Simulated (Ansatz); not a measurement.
**Al12H (slab): density, localisation and related maps**

The calculation's input:

```
crystal:
  lattice:
    - [5.7143028096, 0.0, 0.0]
    - [-2.8571514048, 4.948731398, 0.0]
    - [0.0, 0.0, 21.6016424764]
  atoms:
    - { symbol: Al, position: [0.3333333333, 0.1666666667, 0.1851711047] }
    - { symbol: Al, position: [0.3333333333, 0.6666666667, 0.1851711047] }
    - { symbol: Al, position: [0.8333333333, 0.1666666667, 0.1851711047] }
    - { symbol: Al, position: [0.8333333333, 0.6666666667, 0.1851711047] }
    - { symbol: Al, position: [0.1666666667, 0.3333333333, 0.291687374] }
    - { symbol: Al, position: [0.1666666667, 0.8333333333, 0.291687374] }
    - { symbol: Al, position: [0.6666666667, 0.3333333333, 0.291687374] }
    - { symbol: Al, position: [0.6666666667, 0.8333333333, 0.291687374] }
    - { symbol: Al, position: [0.0, 0.0, 0.3981939098] }
    - { symbol: Al, position: [0.0, 0.5, 0.3981939098] }
    - { symbol: Al, position: [0.5, 0.0, 0.3981939098] }
    - { symbol: Al, position: [0.5, 0.5, 0.3981939098] }
    - { symbol: H, position: [0.2777777778, -0.2777777778, 0.4528193857], spin: 1.0 }
basis:
  ecutwfc: 420
kpoints:
  mp_grid: { grid: [6, 6, 1] }
hamiltonian:
  xc: pbe
scf:
  occupations: { method: gaussian, width: 0.1 }
output:
  forces: true
  eigenvalues: true
  populations: true
  write_density: true
  write_potential: true
  elf: true
  volumetric_format: npy
magnetization:
  spin_polarized: true
efield:
  axis: 3
  dipole_correction: true
  ramp_width: 0.04
```

Run with:

```sh
ansatz run input.yaml --threads 4 --pin off --max-ram 12288MiB --backend cpu --events-out ev --progress --plain --runs-dir out
```

Not relaxed (largest force 0.5 eV/Å); the program warned that a starting moment wasn't kept; spin-polarised, but the moments vanished.

Method: DFT PBE, scalar-relativistic, plane waves, PAW (Ansatz 0.2.0).

In a PAW calculation such maps are meaningful between the atoms, not at the nuclei.

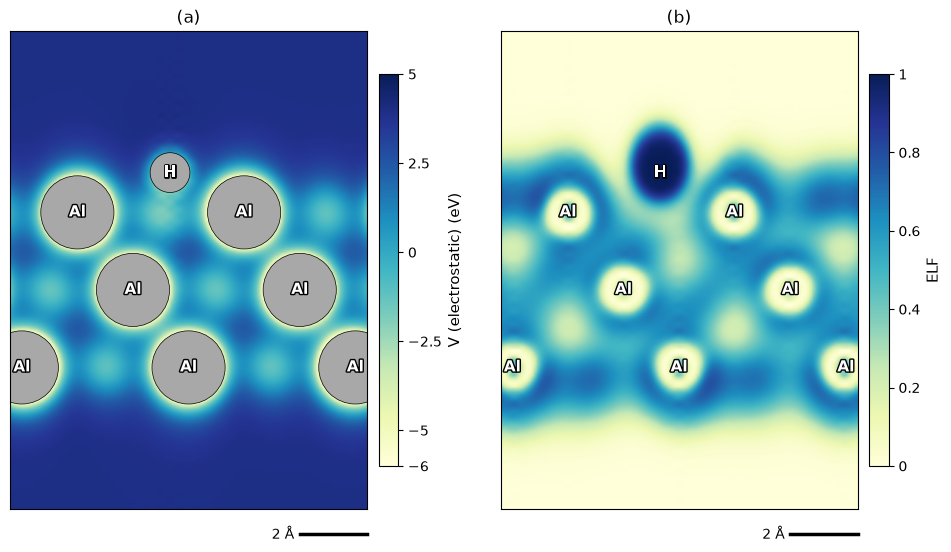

Figure 1. (a) electrostatic potential energy of an electron; (b) electron localisation function on the (110) plane of the calculation cell, a cut from vacuum to vacuum. Grey discs cover the atomic cores in the potential map.

### What do the fields say about this system?

Atoms in the plane: Al and H. Al–Al (2.83 Å): the ELF peaks at about 0.65 between the atoms. Outside the cores the potential energy rises away from the atoms and is highest in the vacuum; its zero is arbitrary.

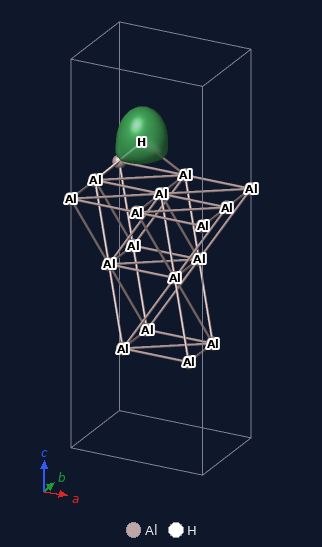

Figure 2. Isosurface of the electron localisation function at 0.85 (green), seen slightly off an axis. Only the valence region is drawn (cores and ρ < 0.01 e/Å³ removed). Sticks mark near contacts.

### Where are the electrons localised?

At this value the surface marks out one region around a hydrogen nucleus, counted in one cell of 13 atoms. Counts are for one cell; the picture repeats the cell along the surface. Along the contacts the grid gives the following. Al–H (1.87 Å): the ELF climbs to about 1 towards the hydrogen.

### Does the calculation give a band gap?

It is metallic or semimetallic at this level of theory: no gap opens.
